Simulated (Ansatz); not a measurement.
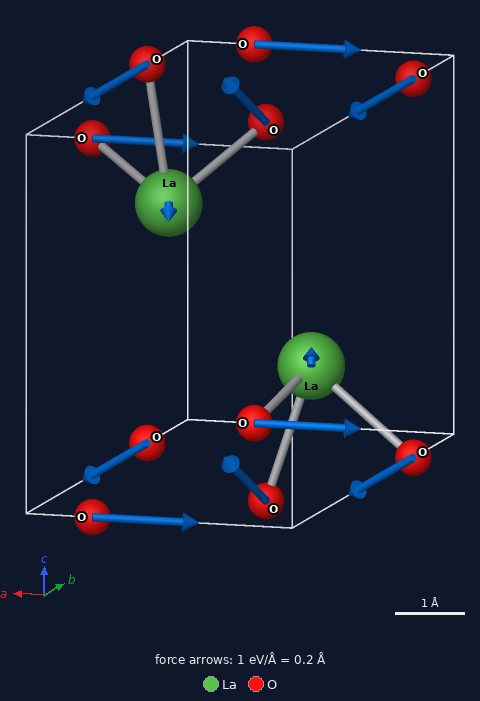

A changed version of a crystal of La$_{2}$O$_{3}$ (set up in P321), with the computed forces as blue arrows. Besides, the cell is strained by 0.0 % along c and −1.0 % across it (volume −2.0 %). A ball-and-stick model of the cell of the calculation, seen from a free direction.

The calculation used DFT, PBEsol, PAW with Ansatz's default frozen-core files, scalar-relativistic (Ansatz). Settings: plane-wave cutoff 420 eV; k-point mesh 6 × 6 × 4; occupations fermi dirac; smearing width 0.02 eV; no spin polarisation.

> Where do the forces point?

The atoms keep their fractional coordinates. No relaxation follows. It costs 101 meV per atom. The pressure goes from 36.3 to 40.4 GPa. The principal stresses (compression positive) are 17.2 GPa along c and 52.0 GPa across it. The largest forces, 7.8 eV/Å, act on 3 O atoms of the calculation's cell. Near-neighbour distances before and after: La–O 2.143 → 2.133 Å. The space group stays P321 (No. 150).

Limits of the set-up: layers or molecules are held without a dispersion correction, so their spacing is unreliable.
